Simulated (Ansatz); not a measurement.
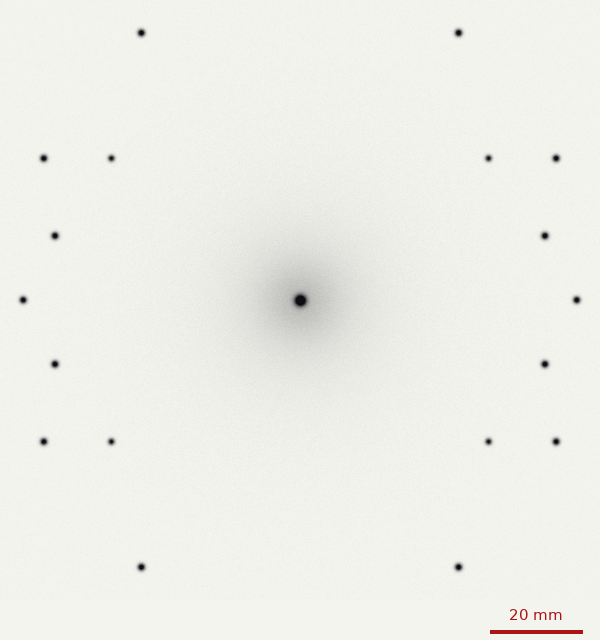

Simulated X-ray rotation photograph: Co Kα radiation (λ = 1.7902 Å), cylindrical film of radius 57.3 mm unrolled, rotation axis vertical and normal to the beam, kinematic intensities without Lorentz or polarisation factors, the film spanning ±63° about the beam; spots down to d = 1.77 Å.

> Measure the layer lines and find the identity period along the axis.

The first layer line lies 14.1 mm from the equator, so tan ν = 0.246, sin ν = 0.238 and the period is λ/sin ν = 7.51 Å. Further lines follow at 31.1, 58.7 mm.

The crystal is Co, space group Pm-3n (No. 223), a = 4.335 Å. Structure: coordinates from a relaxation with DFT, PBEsol, plane waves (420 eV) with PAW, scalar-relativistic in Ansatz; the starting structure was generated, so it need not be a known form of this composition.

> About which axis was it rotated?

About [111] (or an equivalent direction), whose length in the conventional cell is 7.508 Å.
